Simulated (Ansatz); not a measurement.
# EuO: what the fields show

```
Eu O
1.0
     5.14390    0.00000    0.00000
     0.00000    5.14390    0.00000
     0.00000    0.00000    5.14390
Eu O
4 4
Direct
  0.00000 0.00000 0.00000
  0.50000 0.50000 0.00000
  0.50000 0.00000 0.50000
  0.00000 0.50000 0.50000
  0.50000 0.00000 0.00000
  0.00000 0.50000 0.00000
  0.00000 0.00000 0.50000
  0.50000 0.50000 0.50000
```

Space group Fm-3m; spin-polarised.

Method: Kohn-Sham DFT of a periodic cell, PBE0, Ansatz PAW in Ansatz 0.2.0.

Core electrons are frozen (PAW), and the valence fields are smoothed inside the atomic spheres.

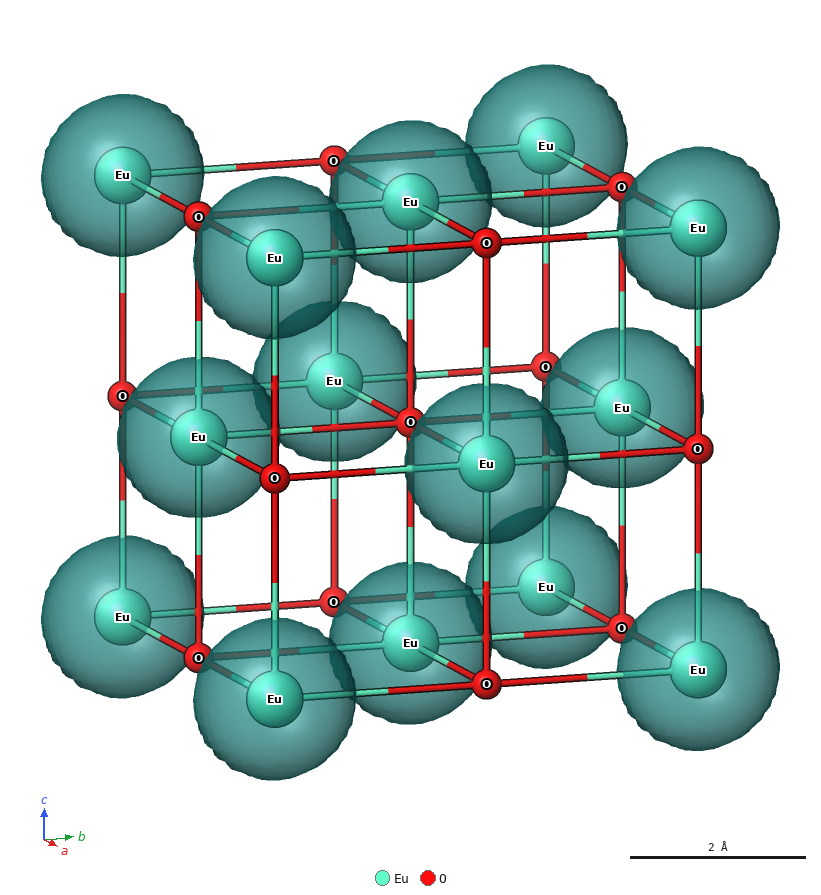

Figure 1. Isosurface of the spin density (up minus down) at +0.2 e/Å³ (teal), seen slightly off an axis. Sticks mark near contacts.

Q: Which atoms carry the moments, and with what signs?

A: The spin density sits on Eu: +6.8 μB (×4) in one cell of 8 atoms, with smaller moments on O (up to −0.07 μB): parallel main moments, as they must be, since the calculation's own cell holds one magnetic site. The cell of the calculation (2 atoms) carries 7.0 μB of net spin moment.

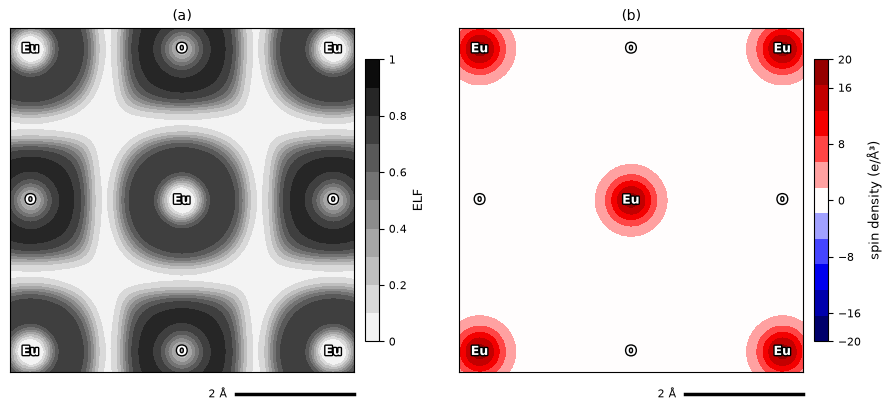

Figure 2. (a) ELF; (b) spin density (up minus down) on the (100) plane of the conventional cell.

Q: What does the map show?

A:
- Atoms in the plane: Eu and O.
- Eu–O (2.57 Å): the ELF is about 0.10 at the midpoint: no shared electron pair shows on this line.
- The features right at Eu lie inside the PAW spheres, where the map follows smoothed inner orbitals and isn't to be read closely.

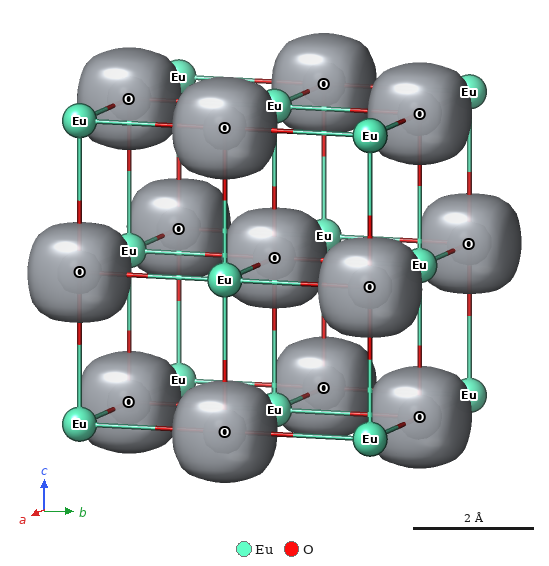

Figure 3. Isosurface of the ELF at 0.7 (grey), seen slightly off an axis. Core shells and regions of very low density are left out. Sticks mark near contacts.

Q: Describe the localisation domains.

A: The ELF exceeds this value in four regions wrapped around O (the valence shell of each), counted in one cell of 8 atoms. Any copies at cell faces, edges or corners count once.

Q: Does the calculation make it a metal, or give it a gap?

A: It is gapped, with a Kohn–Sham gap of 1.3 eV on the k-point mesh (the band edges may lie off the mesh, which would make the gap smaller).
